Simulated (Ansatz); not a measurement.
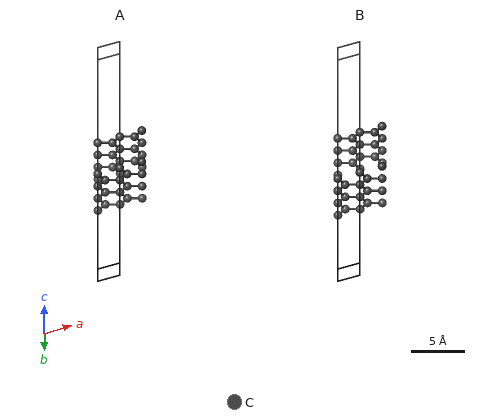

Two geometries of solid C (built on the database_164 type), drawn at one scale. One is the start of a relaxation, the other its converged end. Style: ball-and-stick. Shown: the cell of the calculation, repeated 2 × 3 × 1 with one cell outlined, from a free direction.

Theory: DFT PBE, scalar-relativistic, plane waves, PAW (Ansatz 0.2.0). Settings: plane-wave cutoff 420 eV; k-point mesh 21 × 21 × 2; occupations gaussian; smearing width 0.1 eV; no spin polarisation; cell and atoms relaxed; force threshold 0.01 eV/Å; at most 80 steps.

> Which of the two is the end point?

Structure B is the relaxed one. Case: structure listed in a database for this formula (P-3m1, No. 164). The largest moves relative to the cell, 0.49 Å, are those of C atoms. Cell: a = b 2.456 → 2.466 Å (+0.4 %), c 24.134 → 24.114 Å (−0.1 %). Volume +0.7 %. Near-neighbour distances that change, for instance: C–C 1.418 → 1.424 Å. The space group stays P-3m1 (No. 164). The energy falls by 28.9 meV per cell of the calculation in 6 accepted moves (7 points after the start). The largest force component goes from 0.053 to 0.0026 eV/Å. The pressure goes from 1.08 to 0.01 GPa. At 1 point the geometry stayed and the basis and grid were re-selected for the new cell (energy shift of 0.9 meV per cell of the calculation at most each time). The run took of the order of 80 core-seconds on a shared host.
